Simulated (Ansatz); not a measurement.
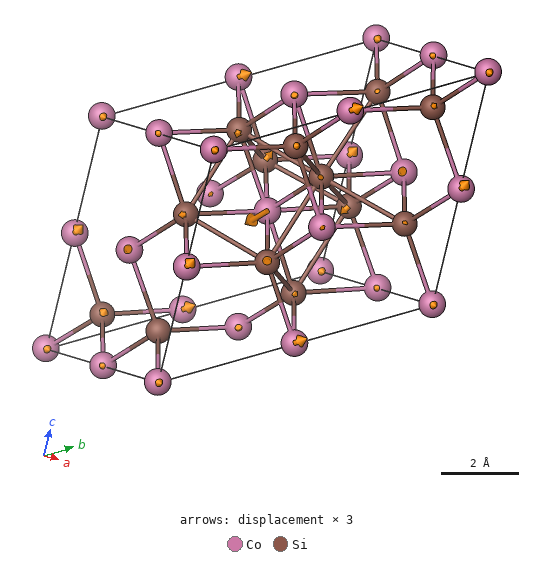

This is a relaxation of a crystal of Co8Si13 (a generated structure, set up in P1) (coarse preliminary run). The starting structure is drawn; orange arrows show the displacements (the part carried along by the change of the cell is left out), magnified 3 times.

The picture is a ball-and-stick view of the cell of the calculation, reduced to other axes (origin shifted), seen slightly off an axis. Lengths and directions refer to the drawn axes.

Case: 3 of 16 Si atoms taken out at random.

Level of theory: Ansatz, DFT PBE, scalar-relativistic, plane waves, PAW. (plane-wave cutoff 420 eV; k-point mesh 2 × 2 × 2; occupations gaussian; smearing width 0.1 eV; mesh shifted by (0.5, 0.5, 0.5); collinear spin; cell and atoms relaxed; force threshold 0.04 eV/Å; at most 50 steps)

### Atoms of which element are displaced furthest, and by how much?

Cobalt: up to 0.32 Å, against 0.11 Å for silicon.

### Describe the change and its energy.

The energy falls by 0.424 eV per cell of the calculation in 6 accepted moves (7 points after the start). Largest force component: 0.57 eV/Å at the start, 0.027 eV/Å at the end. Pressure: −4.27 GPa at the start and −0.05 GPa at the end. At 1 point the geometry stayed and the basis and grid were re-selected for the new cell (energy shift of 4.5 meV per cell of the calculation at most each time). The largest move relative to the cell is that of a Co atom, 0.32 Å along [−1 −1 −1]. Largest moves by element: Co 0.32 Å, Si 0.11 Å. Cell: a 7.580 → 7.364 Å (−2.8 %), b 7.580 → 7.446 Å (−1.8 %), c 7.580 → 7.449 Å (−1.7 %), α 60.0° → 60.9°, β 60.0° → 60.8°, γ 60.0° → 60.8°. Volume −4.5 %. Some distances before and after: Co–Si 2.269 → 2.487 Å, Si–Si 2.707 → 2.576 Å, Si–Si 2.724 → 2.608 Å, Si–Si 2.704 → 2.601 Å. Among the angles between lasting bonds that change: Si–Co–Si 110.5° → 107.2°, Si–Co–Si 72.1° → 68.9°, Si–Co–Si 112.0° → 108.8°. The space group (tolerance 0.01 Å) goes from P1 (No. 1) to Cm (No. 8). The program noted that the starting moments weren't kept. The run took 72 s on 4 threads of AMD EPYC 9R45 96-Core Processor (Zen 5), on a shared host, peak memory 1.2 GiB.

Limits of the set-up: the k-point mesh is coarse for a cell with partly filled bands.
